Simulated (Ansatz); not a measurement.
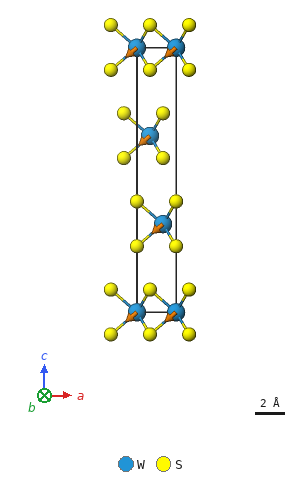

Solid WS2 (R3m): the whole W sublattice is shifted rigidly, towards the nearest copy of atom 2 (S) at 2.391 Å, all else fixed. The picture shows the reference cell. The orange arrows give the direction of positive displacement. A ball-and-stick model of the conventional cell (3 times the calculation's cell), seen along the b axis. Lengths and directions refer to the drawn axes.

The calculation used DFT r2SCAN, scalar-relativistic, plane waves, PAW (Ansatz). Settings: plane-wave cutoff 500 eV; k-point mesh 12 × 12 × 12; occupations gaussian; smearing width 0.05 eV; no spin polarisation. Energies (free energies at the smearing named) are counted from the cell as listed in its source, which wasn't relaxed.

Input file:
```yaml
crystal:
  lattice:
    - [1.5790003843, 0.9116362969, 6.16333]
    - [-1.5790003843, 0.9116362969, 6.16333]
    - [0.0, -1.8232725938, 6.16333]
  atoms:
    - { symbol: W, position: [0.0, 0.0, 0.0] }
    - { symbol: S, position: [0.7503, 0.7503, 0.7503] }
    - { symbol: S, position: [0.581, 0.581, 0.581] }
basis:
  ecutwfc: 500
kpoints:
  mp_grid: { grid: [12, 12, 12] }
hamiltonian:
  xc: r2scan
scf:
  occupations: { method: gaussian, width: 0.05 }
output:
  forces: true
  stress: true
  eigenvalues: true
  write_density: true
  write_potential: true
  elf: true
  volumetric_format: npy
```

Command:
```bash
ansatz run input.yaml --threads 1 --pin off --max-ram 2560MiB --backend cpu --events-out ev --progress --plain --runs-dir out
```

**What energies does the calculation give (the displacement: −0.100, −0.050, 0.000, 0.025, 0.075, 0.100 Å)?**

```tsv
displacement (Å)	E − E(ref) (meV/cell)
−0.100	94.9
−0.050	13.8
0.000	0.0
0.025	18.5
0.075	107.0
0.100	177.2
```

The lowest computed point lies at the displacement 0.00 Å (0.0 meV/cell). The curvature at zero is about 27 eV/Å² per cell. The well is lopsided: at ±0.100 Å the energy is 1.9 times higher on the positive side. At the highest point the shortest interatomic distance is 2.29 Å, against 2.39 Å in the reference. The distortion takes the space group from R3m to Cm.

The computed profile:

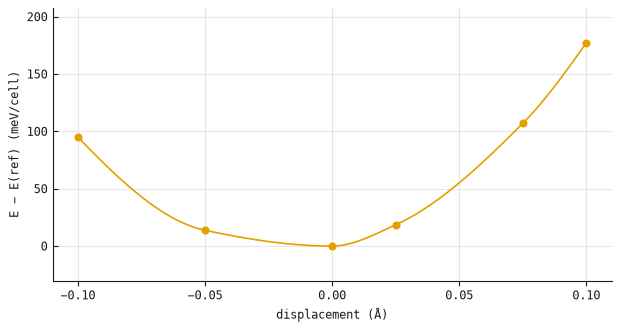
